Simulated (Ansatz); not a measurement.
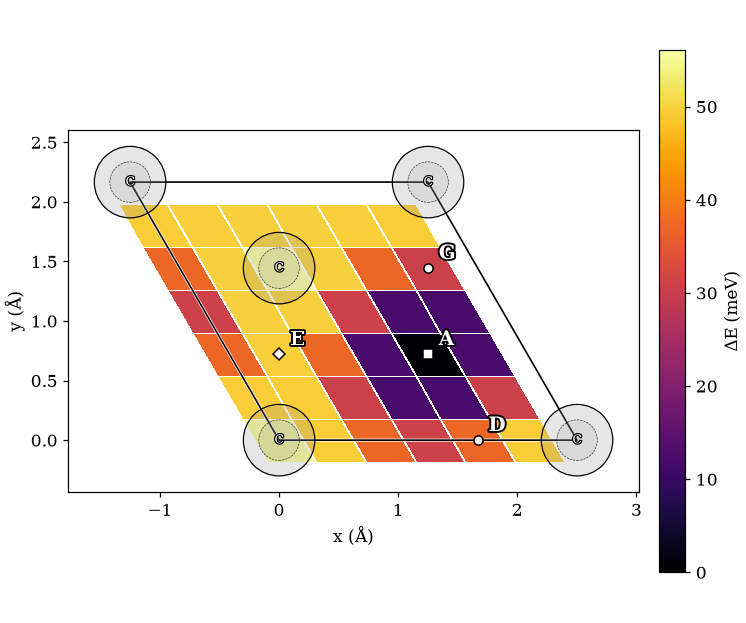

CO on a C(001) slab cut from the P6_3/mmc phase, its upper half relaxed before the scan (40 atoms of substrate and one adsorbate in a 2 × 2 cell). CO (O end down) is moved over the surface cell at a fixed height above a rigid substrate; the origin of the map has the adsorbate above C33; the height is held at 2.70 Å. Places are given modulo a cell vector. The map is drawn in real space over the plane of the surface. Grid: 6 × 6 points; 10 points were computed and 26 follow by symmetry. Places are given in fractions of the 1 × 1 surface cell. All energies are given in meV relative to the lowest grid point. At a fixed height the lowest place need not be the adsorption site. These are results of Ansatz, DFT PBE+D3(BJ), scalar-relativistic, plane waves, PAW, not measurements. Settings: cutoff 420 eV, k-mesh 6×6×1, gaussian smearing 0.05 eV, no spin polarisation.

In the figure: one coloured cell a grid point, labelled circles for the atoms of the top layer and small ones for the second layer, the outline of one cell of the plane, lettered points.

Q: What kind of point is each of A, D, E, G: minimum, saddle, maximum or slope?

A: A: minimum; D: on a slope; E: saddle point; G: on a slope. (In these two coordinates alone; a stationary point may lie a little off the grid point.)

Q: Rank the lettered points by energy, lowest first.

A: A (0.0 meV), G (30.6 meV), D (37.0 meV), E (49.7 meV).

PAW datasets: the set soft_1.
